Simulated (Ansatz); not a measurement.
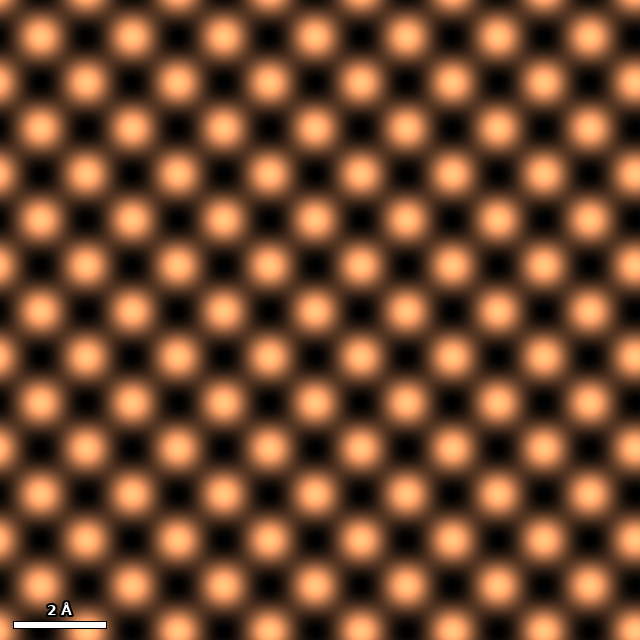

An image along [001] of one of the structures below (computed or model cells, partly hypothetical, each in its standard cell). Simulated as the projected potential of neutral atoms (B = 0.3 Å²) blurred by a 0.67 Å probe, the thin-sample limit of integrated differential phase contrast.

A. Pt
Space group Cmcm (No. 63). a = 2.744 Å, b = 6.608 Å, c = 3.755 Å, α = 90.00°, β = 90.00°, γ = 90.00°
| atom | site | symmetry | x | y | z |
| --- | --- | --- | --- | --- | --- |
| Pt | 4c | m2m | 0.5000 | 0.1409 | 0.2500 |

B. B
Space group Pm-3n (No. 223). a = 3.712 Å, b = 3.712 Å, c = 3.712 Å, α = 90.00°, β = 90.00°, γ = 90.00°
| atom | site | symmetry | x | y | z |
| --- | --- | --- | --- | --- | --- |
| B | 2a | m-3. | 0.0000 | 0.0000 | 0.0000 |
| B | 6c | -4m.2 | 0.2500 | 0.0000 | 0.5000 |

C. B
Space group Fd-3m:1 (No. 227). a = 4.003 Å, b = 4.003 Å, c = 4.003 Å, α = 90.00°, β = 90.00°, γ = 90.00°
```
atom  site  symmetry       x       y       z
   B    8b      -43m  0.2500  0.2500  0.7500
```

D. B
Space group Cmcm (No. 63). a = 1.616 Å, b = 7.227 Å, c = 2.819 Å, α = 90.00°, β = 90.00°, γ = 90.00°
| atom | site | symmetry | x | y | z |
| --- | --- | --- | --- | --- | --- |
| B | 4c | m2m | 0.0000 | 0.6930 | 0.2500 |

Which structure was imaged?

Answer. C, B. Along [001] the projected cells are A 2.74 × 3.58 Å, 113°; B 3.71 × 3.71 Å, 90°; C 1.42 × 1.42 Å, 90°; D 1.62 × 3.70 Å, 103°. The image repeats as C does.

Structure C: a calculation's starting geometry; the starting structure was generated, so it need not be a known form of this composition.
